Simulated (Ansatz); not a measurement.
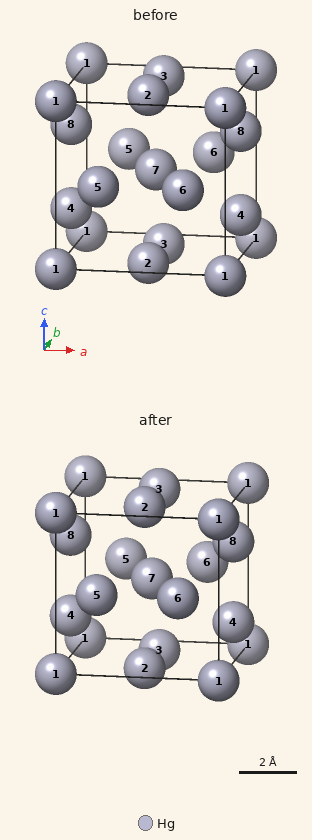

The structure of solid Hg (built on the database structure type) before (top) and after (bottom) a relaxation, at one scale.

Style: spheres-only. Shown: the cell of the calculation, slightly off an axis.

The calculation used Ansatz, DFT, PBE-D3(BJ), plane waves, PAW.

Input
```yaml
crystal:
  lattice:
    - [6.13615816, 0.0, 0.0]
    - [0.0, 6.13615816, 0.0]
    - [0.0, 0.0, 6.13615816]
  atoms:
    - { symbol: Hg, position: [0.0, 0.0, 0.0] }
    - { symbol: Hg, position: [0.5, 0.25, 0.0] }
    - { symbol: Hg, position: [0.5, 0.75, 0.0] }
    - { symbol: Hg, position: [0.0, 0.5, 0.25] }
    - { symbol: Hg, position: [0.25, 0.0, 0.5] }
    - { symbol: Hg, position: [0.75, 0.0, 0.5] }
    - { symbol: Hg, position: [0.5, 0.5, 0.5] }
    - { symbol: Hg, position: [0.0, 0.5, 0.75] }
kpoints:
  mp_grid: { grid: [4, 4, 4] }
hamiltonian:
  xc: pbe
  dispersion: d3bj
scf:
  occupations: { method: fermi_dirac, width: 0.02 }
relax:
  f_tol: 0.005
  cell: {}
```

Command:
```bash
ansatz run input.yaml --threads 4 --pin off --max-ram 5529MiB --backend cpu --events-out ev --progress --plain --runs-dir out
```

### What changed between the two?

No atom moves by more than 0.005 Å relative to the cell. The volume changes by −11.4 %, with a = b = c 6.136 → 5.893 Å (−4.0 %). Among the contacts that change: Hg2–Hg3 3.068 → 2.946 Å. The space group stays Pm-3n (No. 223). Over 3 accepted moves (5 points after the start) the energy falls by 14.5 meV per atom. All forces vanish by symmetry, so only the cell relaxes. The pressure goes from −1.04 to 0.00 GPa. The line search rejected the trial step at point 3 of the run. At 1 point the geometry stayed and the basis and grid were re-selected for the new cell (energy shift of 1.1 meV per atom at most each time). The run took 18 s on 4 threads of Arm Neoverse V1, with other jobs on the host, peak memory 0.78 GiB.
